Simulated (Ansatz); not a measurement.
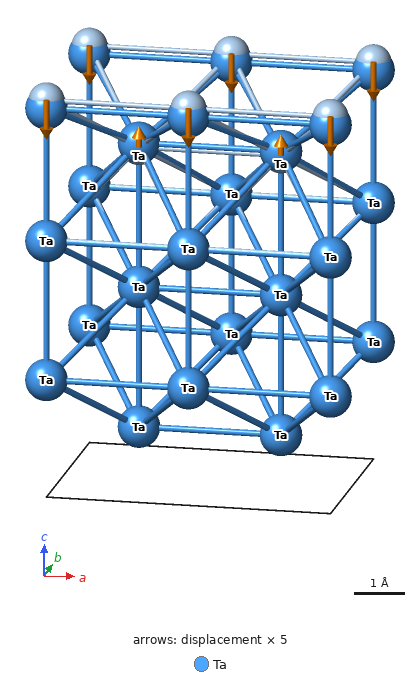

This is a constrained relaxation of a slab of composition Ta (cut from the Fm-3m phase). The starting structure is drawn faded, the final one solid; orange arrows show the displacements, 5 times their true length.

A ball-and-stick model of the 2 × 1 repeat of the cell, outlined in the plane, without the vacuum, seen slightly off an axis.

Case: clean slab, lower half held. The slab is the (1 1 0) face of Ta. 3 atoms are held fixed.

These are results of Ansatz, DFT PBEsol, scalar-relativistic, plane waves, PAW, not measurements.

Input file:
```yaml
crystal:
  lattice:
    - [2.952588334, 0.0, 0.0]
    - [0.0, 4.1755904661, 0.0]
    - [0.0, 0.0, 24.3814708351]
  atoms:
    - { symbol: Ta, position: [0.5, 0.5, 0.3486253991] }
    - { symbol: Ta, position: [0.0, 0.0, 0.4091752394] }
    - { symbol: Ta, position: [0.5, 0.5, 0.4697250798] }
    - { symbol: Ta, position: [0.0, 0.0, 0.5302749202] }
    - { symbol: Ta, position: [0.5, 0.5, 0.5908247606] }
    - { symbol: Ta, position: [0.0, 0.0, 0.6513746009] }
basis:
  ecutwfc: 420
kpoints:
  mp_grid: { grid: [10, 7, 1] }
hamiltonian:
  xc: pbesol
scf:
  occupations: { method: gaussian, width: 0.1 }
output:
  forces: true
  eigenvalues: true
relax:
  adjacent_minimum: "off"
  f_tol: 0.03
  max_steps: 70
  constraints: [{ sites: [0, 1, 2] }]
efield:
  axis: 3
  dipole_correction: true
  ramp_width: 0.04
```

Run as
```bash
ansatz run input.yaml --threads 2 --pin off --max-ram 5120MiB --backend cpu --events-out ev --progress --plain --runs-dir out
```

Describe the change and its energy.

Over 3 geometry steps the energy falls by 0.186 eV per cell of the calculation. Largest force component: 1.7 eV/Å at the start, 0.0096 eV/Å at the end. Ta6 moves most: 0.17 Å along the normal (−c). The lattice vectors keep their values. Near-neighbour distances that change, for instance: Ta4–Ta6 2.953 → 2.801 Å, Ta5–Ta6 2.953 → 2.833 Å, Ta3–Ta5 2.953 → 3.042 Å, Ta4–Ta5 2.953 → 3.006 Å.
